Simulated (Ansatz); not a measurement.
System: PbSe, space group P6_3/mmc (No. 194) (cell built by us, not taken from a database).

Input of the run:
```
crystal:
  lattice:
    - [5.1741302563, 0.0, 0.0]
    - [-2.5870651281, 4.4809282444, 0.0]
    - [0.0, 0.0, 6.2132838678]
  atoms:
    - { symbol: Pb, position: [0.3333333333, 0.6666666667, 0.25] }
    - { symbol: Pb, position: [0.6666666667, 0.3333333333, 0.75] }
    - { symbol: Se, position: [0.6666666667, 0.3333333333, 0.25] }
    - { symbol: Se, position: [0.3333333333, 0.6666666667, 0.75] }
kpoints:
  mp_grid: { grid: [6, 6, 4] }
hamiltonian:
  xc: pbe
scf:
  occupations: { method: fixed }
dielectric: {}
```

Method: Born effective charges by linear response at the zone centre, in units of the proton charge, Cartesian axes of the given cell; DFT, PBE, plane waves, PAW (Ansatz 0.2.0). Level: PBE, no spin polarisation.

periodic directions 3; potentials PAW; wave cutoff 420 eV; k mesh 6×6×4.

Describe the result: the mean Born effective charge of each atom. The cases: Pb 1; Pb 2; Se 1; Se 2.

All are equal in size, 3.27 e, and the charges add up to 0.00 e. Pb 1, Pb 2, Se 1 and Se 2 are equally anisotropic; for Pb 1: its diagonal components run from 2.47 to 4.87 e.

```csv
atom,mean Born effective charge (e),Born charge xx (e),Born charge zz (e)
Pb 1,3.272,2.474,4.868
Pb 2,3.272,2.474,4.868
Se 1,-3.272,-2.474,-4.868
Se 2,-3.272,-2.474,-4.868
```

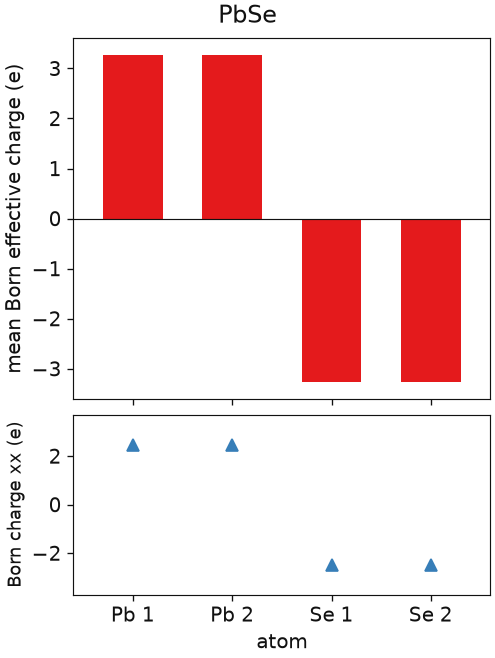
